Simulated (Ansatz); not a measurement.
```
Ti
1.0
     2.88051    0.00000    0.00000
    -1.44025    2.49459    0.00000
     0.00000    0.00000    4.62512
Ti
2
Direct
  0.33333 0.66667 0.25000
  0.66667 0.33333 0.75000
```

Space group P6₃/mmc; computed pressure about 6 GPa in this cell; computed without spin polarisation.

Computed with Ansatz 0.2.0, DFT, PAW plane waves, PBE.

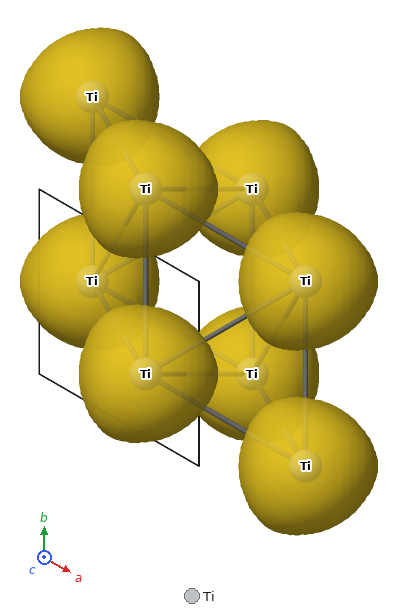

Ti. Isosurface of the valence charge density (pseudo) at 0.3 e/Å³ (yellow), seen along the c axis. Sticks mark near contacts.

What does this surface tell about the bonding?

Answer. At this value the density breaks into separate islands; it holds about 80 % of the electrons treated as valence (semicore included). It bridges none of the near contacts. It is pinched off along the shortest Ti–Ti (2.85 Å) contacts. On the grid the lowest density along these lines, outside the cores, is 0.2 e/Å³ (Ti–Ti, 2.85 Å).

Does the calculation give a band gap?

Answer. It is gapless in this calculation (a metal or semimetal).
